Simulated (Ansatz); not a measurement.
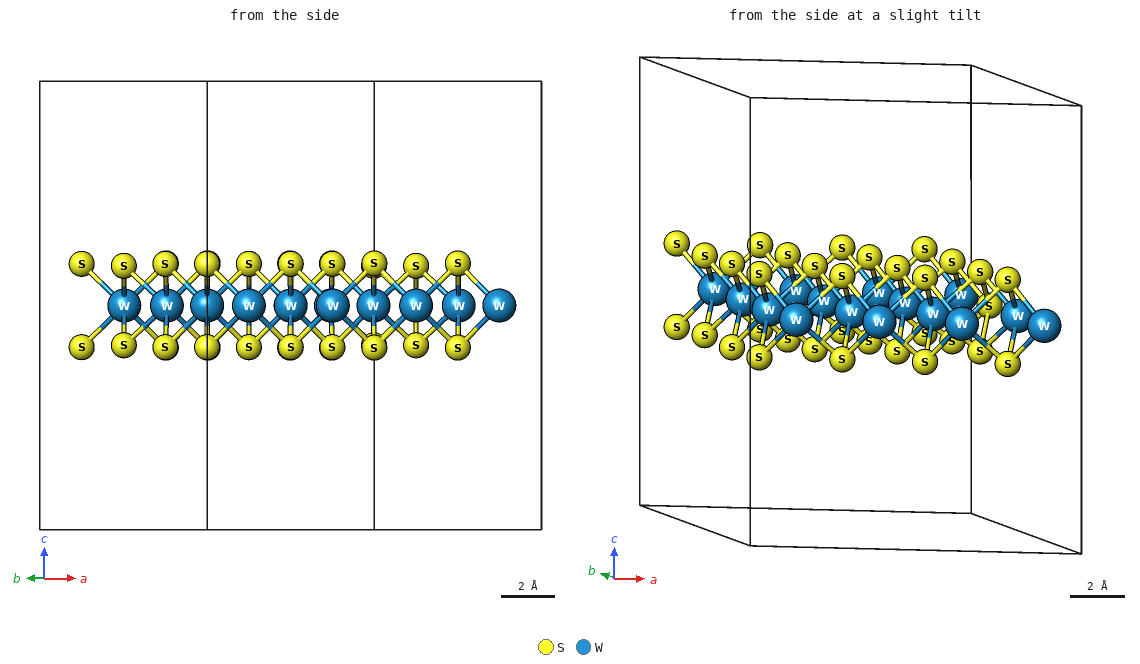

A ball-and-stick picture of a periodic sheet, seen from the side and from the side at a slight tilt. The surface normal points up in side views; the box is the simulation cell.

The cell holds 15 W, 33 S.

Q: Are the two faces alike, and what ends them?

A: The top face ends in S, the bottom face in S. The two faces are alike.

Q: Read the thickness off the scale bar.

A: About 3.2 Å from the lowest to the highest atom, with about 14 Å of vacuum to the next image.

Q: Name the atomic layers in order from the top face down.

A: Three planes: S / W15S / S.

The cell started as a structure listed in the Materials Project, repeated into a supercell with a point defect put in. The atoms were relaxed in a fixed cell with DFT PBE+D3(BJ), scalar-relativistic, plane waves, PAW in Ansatz 0.2.0.
